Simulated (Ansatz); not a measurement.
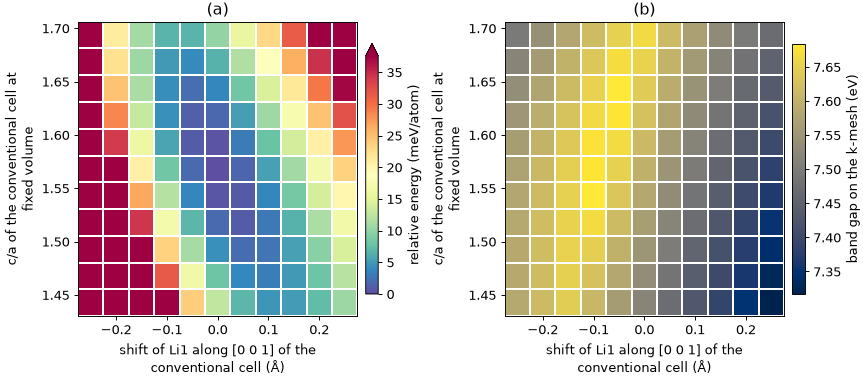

LiF (P6_3mc, No. 186; 4 atoms in the cell). The energy is mapped over a free internal coordinate and the cell. First axis: shift of Li1 along [0 0 1] of the conventional cell, Cartesian (0 0 1), its symmetry partners moved as symmetry demands (measured in the relaxed cell). Second axis: c/a of the conventional cell at fixed volume. Nothing is relaxed (all other coordinates fixed). The grid has 11 × 11 points. Points are written as (first, second). Energies: meV/atom, counted from the lowest grid point. Computed with Ansatz 0.2.0, DFT PBE, scalar-relativistic, plane waves, PAW. Settings: cutoff 520 eV, k-mesh 9×9×6 in the order of the run's cell vectors, gaussian smearing 0.05 eV, no spin polarisation.

Panel (a) is the energy; panel (b) is the computed band gap on the k-mesh, in eV.

Drawn: one coloured cell a grid point, one colour for all values above the top of the scale.

> How does the band gap on the k-mesh vary over the map, and what is it at the lowest grid point?

It runs from 7.32 eV at (0.25 Å, 1.443) to 7.68 eV at (−0.10 Å, 1.543). At the lowest grid point, (0.00 Å, 1.568), it is 7.60 eV.

```csv
"second ↓, first →",−0.25,−0.20,−0.15,−0.10,−0.05,0.00,0.05,0.10,0.15,0.20,0.25
1.694,7.50,7.54,7.58,7.62,7.65,7.67,7.61,7.57,7.53,7.50,7.47
1.669,7.52,7.56,7.60,7.64,7.67,7.65,7.60,7.56,7.52,7.48,7.45
1.643,7.54,7.58,7.62,7.65,7.68,7.64,7.59,7.54,7.50,7.46,7.43
1.618,7.55,7.59,7.63,7.66,7.68,7.63,7.58,7.53,7.49,7.45,7.42
1.593,7.56,7.60,7.64,7.67,7.67,7.61,7.56,7.51,7.47,7.43,7.40
1.568,7.57,7.61,7.65,7.68,7.65,7.60,7.55,7.50,7.46,7.42,7.38
1.543,7.58,7.62,7.65,7.68,7.63,7.58,7.53,7.49,7.44,7.40,7.37
1.518,7.58,7.62,7.65,7.67,7.62,7.57,7.52,7.47,7.43,7.39,7.35
1.493,7.59,7.62,7.65,7.65,7.60,7.55,7.50,7.46,7.41,7.38,7.34
1.468,7.59,7.62,7.65,7.63,7.58,7.53,7.49,7.44,7.40,7.36,7.33
1.443,7.58,7.61,7.64,7.61,7.56,7.52,7.47,7.43,7.39,7.35,7.32
```
